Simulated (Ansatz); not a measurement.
**Phonon calculation of TlBr**

TlBr (2 atoms in the cell), computed with DFT, PBEsol, plane waves, PAW, no spin polarisation (Ansatz 0.2.0).

The structure derives from an entry of the Crystallography Open Database.

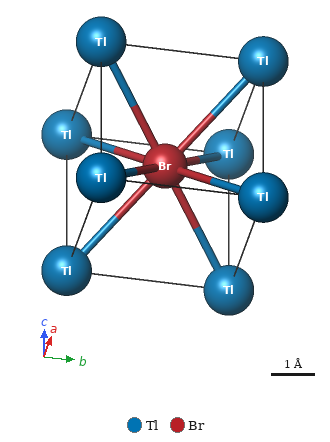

The input geometry (ball-and-stick view of the cell of the calculation, seen at an oblique angle). An atom can appear more than once, as a periodic image. Near neighbours in the periodic cell (some may lie outside the picture): Tl has 8 Br at 3.39 Å; Br has 8 Tl at 3.39 Å.

**Key numbers**

```csv
quantity,value
outcome,converged
space group (tolerance 0.01 Å),Pm-3m (221)
electrons treated,20
free energy,−14033.6982 eV
Fermi energy,5.417 eV
gap on the k-point mesh,2.46 eV
hardware,"1 thread of AMD EPYC (Zen 3), 64 GiB of memory available, shared host"
wall time,18 s
peak memory,0.46 GiB
```

**Remarks**

Settings chosen away from the usual ones: kpoints.mp_grid.shift = [0.5, 0.5, 0.5]. Spin–orbit coupling is left out, which matters for Tl.

**Input file**
```yaml
crystal:
  lattice:
    - [3.91453133945, 0.0, 0.0]
    - [0.0, 3.91453133945, 0.0]
    - [0.0, 0.0, 3.91453133945]
  atoms:
    - { symbol: Tl, position: [0.0, 0.0, 0.0] }
    - { symbol: Br, position: [0.5, 0.5, 0.5] }
kpoints:
  mp_grid: { grid: [6, 6, 6], shift: [0.5, 0.5, 0.5] }
scf:
  occupations: { method: fixed }
hamiltonian:
  xc: pbesol
  pseudopotentials: { kind: paw }
phonons:
  method: dfpt
  dielectric: true
  rigid_motions: translations
```

Launch command:
```bash
ansatz run input.yaml --threads 1 --pin off --max-ram 3072MiB --backend cpu --events-out ev --progress --plain --runs-dir out
```

**What the program printed**
```
Engine: ansatz 0.2.0, x86_64-unknown-linux-gnu
Pseudopotentials: kind: paw
Pseudopotential: Tl, paw, valence charge 13, recommended cutoff 420 eV (normal), Tl.paw.azcp
Pseudopotential: Br, paw, valence charge 7, recommended cutoff 420 eV (normal), Br.paw.azcp
Functional definition: PBEsol
  exchange = pbesol_x
  correlation = pbesol_c
Crystal: 2 atoms, lattice volume = 59.985 Å³
Basis set: ecut = 420 eV, 1189 PW (Γ), exchange–correlation on 54×54×54 points (8 copies of the dense FFT grid, shifted against one another)
Bands: 14, of which v1, the nominal top of the filled ones, is band 10 counted from 1 (9 counted from 0)
Symmetry: 48 space group operations
k-points: 18 of 216 (irreducible under 8 space group operations, time reversal used)
Non-local potential: Tl, projectors of the file, l = 0: 2, l = 1: 2, l = 2: 2, l = 3: 1
Non-local potential: Br, projectors of the file, l = 0: 2, l = 1: 2, l = 2: 2
PAW form: soft (Blöchl's): semilocal exchange-correlation on the pseudo side does not see the compensation charge
PAW frozen core: Tl, regenerated for the run's functional, and the local potential with it (the file was generated under x = pbe(κ = 0.804, μ = 0.2195149727645171), c = pbe(β = 0.06672455060314922))
PAW frozen core: Br, regenerated for the run's functional, and the local potential with it (the file was generated under x = pbe(κ = 0.804, μ = 0.2195149727645171), c = pbe(β = 0.06672455060314922))
PAW one-centre angular grid: Tl, 590 points (default); XC on 64 Gauss nodes
PAW one-centre angular grid: Br, 110 points (default); XC on 64 Gauss nodes
Initial density: superposition of atomic densities (neutral atoms: chi_scale 0, normalization atom), corrected by the library's trained network
Initial wavefunctions: pseudopotential atomic-orbital guess
Functional: x = pbesol(κ = 0.804, μ = 0.12345679012345678), c = pbesol(β = 0.046)
SCF iter   1: F=—  HF=-14033.702404 eV  |F-HF|=—  |Δ(HF+E_count)|=         —  Δρ=2.74e-3  dr2=7.96e-3  ethr=1.77e-3  ⟨swp⟩=4.8  Hψ=1180  notcnv=0  defer=35
preconditioner: auto → Resta (q_TF=auto, 2.272 Å⁻¹)  ε∞=3.7  [insulator: Δε(μ)=2.403 eV  Ē_g=13.047 eV  n_scr=18 (ndim 8)  ℏωp=21.4 eV  f_vac=0.000  ε∞_Penn≈3.7]
SCF iter   2: F=—  HF=-14033.698579 eV  |F-HF|=—  |Δ(HF+E_count)|=   3.82e-3  Δρ=1.41e-3  dr2=2.07e-3  ethr=3.98e-5  ⟨swp⟩=2.3  Hψ=578  notcnv=0  defer=35
SCF iter   3: F=—  HF=-14033.698202 eV  |F-HF|=—  |Δ(HF+E_count)|=   3.78e-4  Δρ=3.55e-4  dr2=6.25e-5  ethr=1.04e-5  ⟨swp⟩=2.4  Hψ=466  notcnv=0  defer=35
SCF iter   4: F=—  HF=-14033.698203 eV  |F-HF|=—  |Δ(HF+E_count)|=   1.13e-6  Δρ=1.22e-4  dr2=1.66e-5  ethr=3.12e-7  ⟨swp⟩=2.0  Hψ=432  notcnv=0  defer=27
SCF iter   5: F=—  HF=-14033.698202 eV  |F-HF|=—  |Δ(HF+E_count)|=   6.73e-7  Δρ=4.48e-5  dr2=2.21e-6  ethr=8.31e-8  ⟨swp⟩=2.0  Hψ=352  notcnv=0  defer=3
SCF iter   6: F=—  HF=-14033.698204 eV  |F-HF|=—  |Δ(HF+E_count)|=   1.41e-6  Δρ=6.91e-6  dr2=4.02e-8  ethr=1.10e-8  ⟨swp⟩=2.1  Hψ=362  notcnv=0  defer=3
SCF iter   7: F=—  HF=-14033.698204 eV  |F-HF|=—  |Δ(HF+E_count)|=   9.95e-9  Δρ=7.53e-7  dr2=4.48e-10  ethr=2.01e-10  ⟨swp⟩=2.1  Hψ=390  notcnv=0  defer=3
SCF iter   8: F=-14033.698204 eV  HF=-14033.698204 eV  |F-HF|=1.82e-12  |Δ(HF+E_count)|=  2.04e-10  Δρ=8.09e-8  dr2=2.73e-12  ethr=1.00e-12  ⟨swp⟩=9.4  Hψ=1688  notcnv=0
SCF 1 converged in 8 iterations: F = -14033.698204 eV  dr2 = 2.73e-12
  greatest PAW one-centre occupation: 0.966 electrons in one spin orbital (limit 2), on the Tl atom at site 0 (counted from 0), in its partial waves of l = 2
NSCF: frozen V_eff on 6 k-points
DFPT response loops at Γ: preconditioner auto → none (the input reference at scf.mixing.eps_inf says where Resta's filter doesn't serve); β = 0.50; Broyden in place of MSR1
── the response to a field inside a basis, on 8×8×8 k-points: an SCF that follows is theirs, and a resumed run solves both again ──
Bands: 11, of which v1, the nominal top of the filled ones, is band 10 counted from 1 (9 counted from 0)
k-points: 20
Initial density: handed on by an earlier stage of this run
Initial wavefunctions: pseudopotential atomic-orbital guess (no wavefunctions were taken with the density)
Eigensolver: Dense (20 Hₖ)
SCF iter   1: F=—  HF=-14033.695644 eV  |F-HF|=—  |Δ(HF+E_count)|=         —  Δρ=6.74e-5  dr2=6.89e-7  ethr=1.00e-1
preconditioner: auto → Resta (q_TF=auto, 2.272 Å⁻¹)  ε∞=4.9  [insulator: Δε(μ)=1.949 eV  Ē_g=10.862 eV  n_scr=18 (ndim 8)  ℏωp=21.4 eV  f_vac=0.000  ε∞_Penn≈4.9]
SCF iter   2: F=—  HF=-14033.695646 eV  |F-HF|=—  |Δ(HF+E_count)|=   1.12e-6  Δρ=3.52e-5  dr2=1.45e-7  ethr=3.44e-9
SCF iter   3: F=-14033.695646 eV  HF=-14033.695646 eV  |F-HF|=1.89e-8  |Δ(HF+E_count)|=   5.18e-7  Δρ=6.43e-6  dr2=7.01e-9  ethr=7.25e-10
SCF 1 converged in 3 iterations: F = -14033.695646 eV  dr2 = 7.01e-9
DFPT response loops at Γ: mixed as the last ones told, above
SCF converged after 8 iterations
Free energy (F): -14033.698204 eV
Harris-Foulkes:  -14033.698204 eV  (|F-HF|=1.82e-12)
Internal energy: -14033.698204 eV  (E = F + TS)
E sigma→0 (E₀):  -14033.698204 eV
Fermi energy:    5.417494 eV
--- Per-component energies (eV) ---
  E_band       = -33.409237
  E_kinetic    = 464.785178
  E_local      = -1187.601917  (includes V_loc(G=0)·N_el)
  E_nonlocal   = 390.419882
  E_hartree    = 413.487767
  E_xc         = -490.666001
  E_vxc        = -246.188258  (∫ρ·V_xc dr)
  E_paw        = -12218.173864  (= ΣΔE_a)
  E_vpaw       = -281.799655  (= ΣTr[D̂ρ^β])
  E_aug_tail   = 0.000033  (compensation charges beyond the density's cutoff)
  E_ewald      = -1406.079816
  E_core_change = 0.130535  (= ΣΔE_core)
  E_smearing   = -0.000000  (= −TS)
  E_closure    = 0.000000  (closes the sum)
  Σ components = -14033.698204   (vs F -14033.698204, Δ=0.00e0)
--- Band table (eV; the first three rows and the last of 18) ---
  k-point 0: bands = ["-8.3113", "-4.4551", "-4.4551", "-4.2753", "-4.2741", "-4.2741", "0.6913", "4.0547", "4.0547", "4.6582", "11.8078", "11.9659", "11.9659", "13.6798"]
  k-point 1: bands = ["-8.1998", "-4.4494", "-4.3882", "-4.3078", "-4.2991", "-4.2709", "0.3547", "3.8965", "4.3018", "5.1674", "9.6670", "11.5937", "12.0381", "13.4302"]
  k-point 2: bands = ["-8.0811", "-4.4435", "-4.3411", "-4.3264", "-4.3200", "-4.2674", "-0.0174", "4.2311", "4.5800", "5.4175", "8.0903", "10.9884", "11.8056", "13.6175"]
  k-point 17: bands = ["-7.7718", "-4.4211", "-4.4211", "-4.3863", "-4.2148", "-4.2148", "2.4134", "3.4747", "3.4747", "3.5398", "7.8782", "7.8782", "8.6207", "17.4045"]
--- Phonons (Γ-DFPT): 2 representative perturbations + reference, on 18 of 216 k-points (Σ response iterations 6) ---
  k mesh reduced under 8 symmetry operations, with k and −k counted as one. Each operation leaves every solved perturbation unchanged. A smaller set is not considered because the run solves the response to a homogeneous field
  ASR residual: 8.141e-5 → 0.000e0 eV/Å²; symmetrization residual: 2.824e-5 eV/Å²
  ASR residual per site (eV/Å²): 2.73e-5 8.14e-5
  Γ frequencies (cm⁻¹): 0.00 0.00 0.00 39.18 39.18 39.18
  ε∞ (high-frequency dielectric tensor):
        6.627489     0.000000     0.000000
        0.000000     6.627489     0.000000
        0.000000     0.000000     6.627489
  ε⁰ (static dielectric tensor: ions relaxed, cell fixed):
       50.493512    -0.000000    -0.000000
       -0.000000    50.493512     0.000000
       -0.000000     0.000000    50.493512
  ε⁰ − ε∞ (ionic part):
       43.866023    -0.000000    -0.000000
       -0.000000    43.866023     0.000000
       -0.000000     0.000000    43.866023
  softest optical mode at Γ: 39.18 cm⁻¹; the repairs (sum rule, projections) moved no ω² at Γ by more than (0.92 cm⁻¹)²
  Born effective charges Z* (e; rows j = field, columns β = displacement):
    site 0:
         2.17163    0.00000    0.00000
        -0.00000    2.17163    0.00000
        -0.00000    0.00000    2.17163
    site 1:
        -2.17163   -0.00000    0.00000
         0.00000   -2.17163   -0.00000
         0.00000   -0.00000   -2.17163
  Z* charge neutrality: 7.040e-4 e pre-enforcement
  solved inside a basis spanned on kpoints, on 8×8×8 k-points transformed towards the longest dipole: ε∞ is read to err by 2.1e-2, Z* by 1.4e-2 e (field_mesh: kpoints solves on kpoints); Z* is corrected for what the basis lacks
  optical modes at Γ without the LO–TO term, one row a degenerate level:
      ω (cm⁻¹)  modes    IR ((D/Å)²/amu)
         39.18      3             5.6820
  optical modes at Γ + LO–TO along q̂ = [1.0000, 0.0000, 0.0000]:
      ω (cm⁻¹)  modes    IR ((D/Å)²/amu)
         39.18      2             3.7880
        108.15      1             1.8940
  optical modes at Γ + LO–TO along q̂ = [0.0000, 1.0000, 0.0000]:
      ω (cm⁻¹)  modes    IR ((D/Å)²/amu)
         39.18      2             3.7880
        108.15      1             1.8940
  optical modes at Γ + LO–TO along q̂ = [0.0000, 0.0000, 1.0000]:
      ω (cm⁻¹)  modes    IR ((D/Å)²/amu)
         39.18      2             3.7880
        108.15      1             1.8940
```

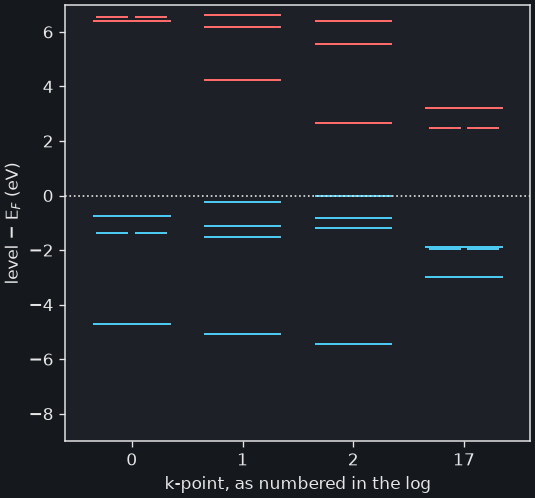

Kohn–Sham levels near the Fermi level (dotted) at the few k-points that the log prints; levels within 0.02 eV of each other stand side by side. Among these points the highest filled and lowest empty levels are 2.46 eV apart, which is the gap on the mesh.
